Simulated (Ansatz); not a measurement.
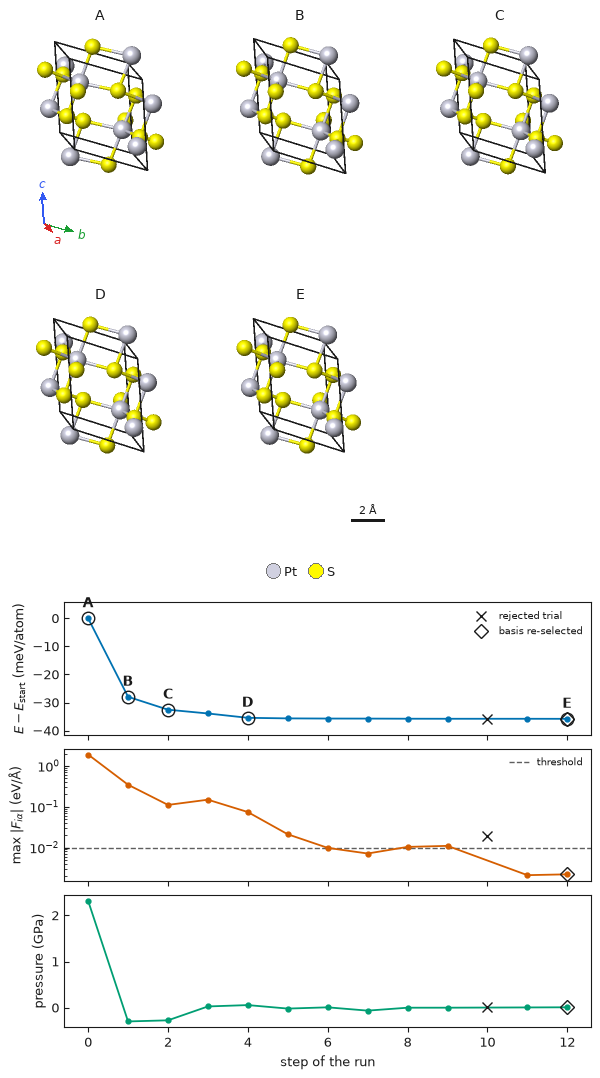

Frames of a relaxation of a crystal of PtS₂ (built on the TiO2-15 type type), marked on the history of the run. The picture is a ball-and-stick view of the cell of the calculation, seen slightly off an axis.

Case: shaken.

Theory: DFT, PBEsol, plane waves, PAW in Ansatz 0.2.0.

Input file:
```yaml
crystal:
  lattice:
    - [3.3760070568, -3.2451128522, 0.3037952883]
    - [3.4065411794, 3.2764592617, 0.2971824403]
    - [-2.7890148104, -0.0186676963, 4.8258792]
  atoms:
    - { symbol: Pt, position: [0.1671287331, 0.8406679306, 0.2584170232] }
    - { symbol: Pt, position: [0.8332546416, 0.1560674311, 0.7387031375] }
    - { symbol: S, position: [0.3427823479, 0.0261405528, 0.7078090634] }
    - { symbol: S, position: [0.6593681785, 0.9860541043, 0.3000747115] }
    - { symbol: S, position: [0.9865882752, 0.6559686321, 0.7952219082] }
    - { symbol: S, position: [0.0119231297, 0.3314503199, 0.2093311327] }
kpoints:
  mp_grid: { grid: [4, 4, 4] }
hamiltonian:
  xc: pbesol
scf:
  occupations: { method: fermi_dirac, width: 0.05 }
relax:
  f_tol: 0.01
  cell: {}
  max_steps: 120
```

Command:
```bash
ansatz run input.yaml --threads 2 --pin off --max-ram 2211MiB --backend cpu --events-out ev --progress --plain --runs-dir out
```

Describe the path.

Answer. After 10 accepted moves (12 points after the start) the energy has fallen by 35.8 meV per atom. Largest force component: 1.9 eV/Å at the start, 0.0022 eV/Å at the end. The pressure goes from 2.32 to 0.01 GPa. The line search rejected the trial step at point 10 of the run. At 1 point the geometry stayed and the basis and grid were re-selected for the new cell (energy shift of less than 0.05 meV per atom at most each time). The atom that moves furthest relative to the cell is S4 (0.13 Å along [0 −3 −1]). Largest moves by element: S 0.13 Å, Pt 0.07 Å. The drawn cell changes as follows: a 4.693 → 4.842 Å (+3.2 %), b 4.736 → 4.602 Å (−2.8 %), c 5.574 → 5.706 Å (+2.4 %), α 107.9° → 110.1°, β 107.6° → 108.3°, γ 87.5° → 88.5°; the volume changes by +0.6 %. Near-neighbour distances that change, for instance: Pt2–S4 2.221 → 2.323 Å, Pt1–S6 2.459 → 2.368 Å, Pt2–S5 2.530 → 2.452 Å, Pt2–S3 2.486 → 2.549 Å. Among the angles between lasting bonds that change: S4–Pt1–S4 148.8° → 158.4°, Pt1–S4–Pt1 148.8° → 158.4°, S4–Pt1–S6 88.1° → 94.7°. The space group (tolerance 0.01 Å) goes from P1 (No. 1) to P-1 (No. 2). From step 0 to 1: Pt2 moves most (0.07 Å), volume +1.8 %, energy −28.0 meV per atom. From step 1 to 2: S4 moves most (0.04 Å), volume −0.3 %, energy −4.6 meV per atom. From step 2 to 4: S4 moves most (0.06 Å), volume −0.6 %, energy −2.9 meV per atom. From step 4 to 12: volume −0.3 %, energy −0.4 meV per atom.

| step | E − E(0), meV/atom | largest force component, eV/Å | pressure, GPa | volume, Å³/atom | note |
| --- | --- | --- | --- | --- | --- |
| 0 | 0.00 | 1.8954 | 2.32 | 18.699 |  |
| 1 | -27.95 | 0.3452 | -0.30 | 19.036 |  |
| 2 | -32.55 | 0.1106 | -0.27 | 18.975 |  |
| 3 | -33.90 | 0.1484 | 0.03 | 18.810 |  |
| 4 | -35.45 | 0.0739 | 0.06 | 18.867 |  |
| 5 | -35.65 | 0.0211 | -0.02 | 18.854 |  |
| 6 | -35.71 | 0.0098 | 0.01 | 18.837 |  |
| 7 | -35.72 | 0.0071 | -0.06 | 18.836 |  |
| 8 | -35.76 | 0.0103 | 0.00 | 18.815 |  |
| 9 | -35.78 | 0.0110 | 0.00 | 18.809 |  |
| 10 | -35.77 | 0.0188 | 0.01 | 18.805 | rejected |
| 11 | -35.79 | 0.0021 | 0.01 | 18.806 |  |
| 12 | -35.80 | 0.0022 | 0.01 | 18.806 | same geometry, new basis |
